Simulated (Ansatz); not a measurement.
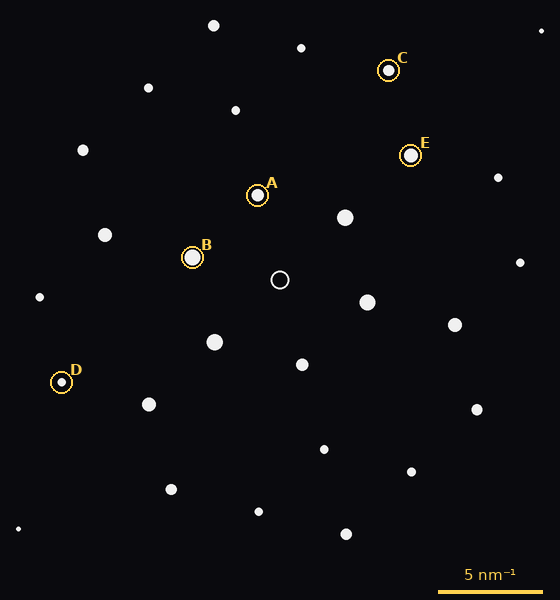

The pattern is a kinematic simulation for 200 kV electrons (no multiple scattering; isotropic B = 0.8 Å²). The zone axis points towards the electron source and the pattern is seen from the source side.

The sample is Mo, space group P6_3/mmc (No. 194), a = 2.734 Å, c = 9.442 Å (hexagonal axes). Structure: the input geometry of an electronic-structure calculation (not necessarily at equilibrium); the starting structure was generated, so it need not be a known form of this composition.

```cif
data_structure
_symmetry_space_group_name_H-M 'P6_3/mmc'
_symmetry_Int_Tables_number 194
_cell_length_a 2.7342
_cell_length_b 2.7342
_cell_length_c 9.4416
_cell_angle_alpha 90.000
_cell_angle_beta 90.000
_cell_angle_gamma 120.000
_cell_volume 61.13
loop_
_atom_site_label
_atom_site_type_symbol
_atom_site_symmetry_multiplicity
_atom_site_Wyckoff_symbol
_atom_site_fract_x
_atom_site_fract_y
_atom_site_fract_z
_atom_site_occupancy
Mo1 Mo 2 a 0.00000 0.00000 0.00000 1
Mo2 Mo 2 c 0.33333 0.66667 0.25000 1
```

Spot A is indexed 0 -1 0 and spot B 1 -1 -1.

Question: Give hkl for C, D, E.

Answer: C = 3A − 2B = -2 -1 2 (d = 0.879 Å). D = −2A + 3B = 3 -1 -3 (d = 0.861 Å). E = 2A − 2B = -2 0 2 (d = 1.148 Å).

Question: Give [uvw].

Answer: The cross product of A and B is parallel to [101]; every spot obeys hu + kv + lw = 0.

Question: What are the spacings of A and B and the angle between them?

Answer: d(A) = 2.368 Å, d(B) = 2.297 Å, and the angle is 61.0°.
